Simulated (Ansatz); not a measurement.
Input of the run:

```yaml
crystal:
  lattice:
    - [0.0, 2.135235, 2.135235]
    - [2.135235, 0.0, 2.135235]
    - [2.135235, 2.135235, 0.0]
  atoms:
    - { symbol: Ga, position: [0.0, 0.0, 0.0] }
    - { symbol: "N", position: [0.5, 0.5, 0.5] }
hamiltonian:
  xc: r2scan
  pseudopotentials: { kind: paw }
kpoints:
  mp_grid: { grid: [11, 11, 11] }
  band_path:
    path:
      - [[0.0, 0.0, 0.0], [0.5, 0.0, 0.5], [0.5, 0.25, 0.75], [0.375, 0.375, 0.75], [0.0, 0.0, 0.0], [0.5, 0.5, 0.5], [0.625, 0.25, 0.625], [0.5, 0.25, 0.75], [0.5, 0.5, 0.5], [0.375, 0.375, 0.75]]
      - [[0.625, 0.25, 0.625], [0.5, 0.0, 0.5]]
    npoints: 14
scf:
  occupations: { method: fermi_dirac, width: 0.05 }
  n_extra_bands: 6
output:
  forces: true
  stress: true
  eigenvalues: true
  fatbands: false
```

System: rocksalt GaN, space group Fm-3m (No. 225), 2 atoms in the primitive cell.

Method: r2SCAN, Ansatz PAW, no spin polarisation, no spin-orbit coupling, 11×11×11 k mesh, 500 eV cutoff, Fermi-Dirac smearing of 0.05 eV (Ansatz).

What will the band structure look like? The path is Γ–X–W–K–Γ–L–U–W–L–K|U–X.

A semiconductor. The gap along this path is 0.91 eV and indirect, from the valence-band top between K and Γ to the conduction-band bottom at X; the smallest direct gap is 2.89 eV, at Γ. The direct gaps are 5.63 eV at K, 3.92 eV at X and 5.63 eV at U.

The PAW data sets were made with another functional. LDA, GGA and most meta-GGA functionals understate gaps. The cell is at −8 GPa in this functional. The usual form of GaN is wurtzite.

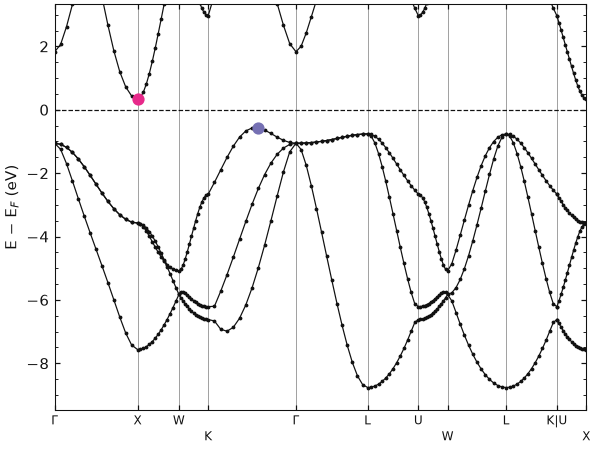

Band structure. Energies are counted from the Fermi level.
